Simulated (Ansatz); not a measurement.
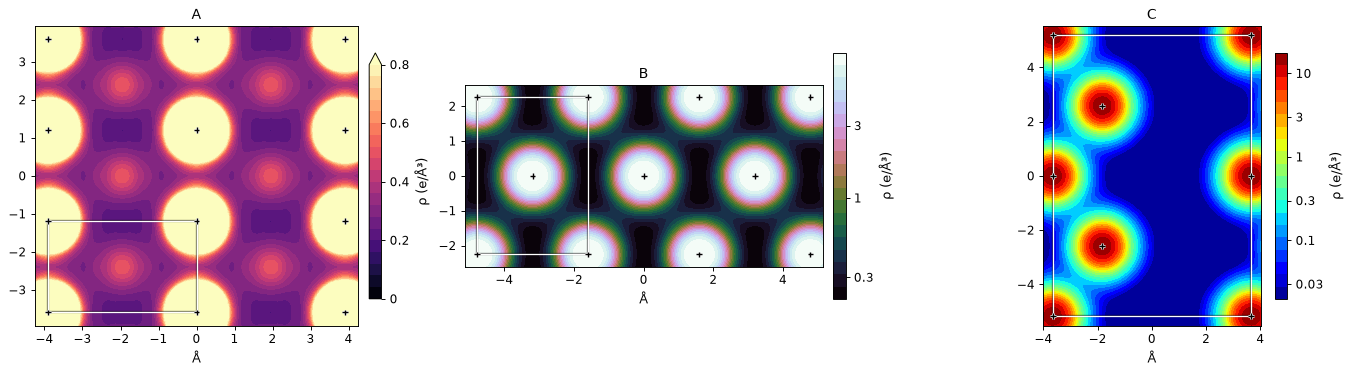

The valence pseudo-density of 3 systems, each on a plane through atoms (crosses mark nuclei in the plane).

Computed with DFT, PBE, plane waves (420 eV) with PAW, scalar-relativistic in Ansatz 0.2.0.

System 1: Hg, the (011) plane of the conventional cell. Space group Fd-3m; set up as Hg, diamond; a generated structure, not necessarily the stable one; changed on purpose from its base cell (volume × 0.92).

```
Hg
1.0
     7.32414    0.00000    0.00000
     0.00000    7.32414    0.00000
     0.00000    0.00000    7.32414
Hg
8
Direct
  0.75000 0.25000 0.25000
  0.25000 0.75000 0.25000
  0.25000 0.25000 0.75000
  0.75000 0.75000 0.75000
  0.50000 0.00000 0.00000
  0.00000 0.50000 0.00000
  0.00000 0.00000 0.50000
  0.50000 0.50000 0.50000
```

System 2: Ir, the (11̄0) plane of the conventional cell. Space group Im-3m; set up as Ir, bcc; a generated structure, not necessarily the stable one; changed on purpose from its base cell (volume × 1.08); computed pressure about −19 GPa in this cell; computed without spin polarisation.

System 3: Co, the (100) plane of the conventional cell. Space group P6/mmm; set up as Co, omega (AlB2-type); a generated structure, not necessarily the stable one; computed without spin polarisation.

Which map belongs to which system?

Answer. Panel A is system 3, Co: the plane holds Co. Co–Co (2.40 Å): ρ is about 0.36 e/Å³ halfway. Panel B is system 2, Ir: the plane holds Ir. Ir–Ir (2.76 Å): ρ is about 0.4 e/Å³ halfway. Panel C is system 1, Hg: the plane holds Hg. Hg–Hg (3.17 Å): the density is about 0.16 e/Å³ at the midpoint.
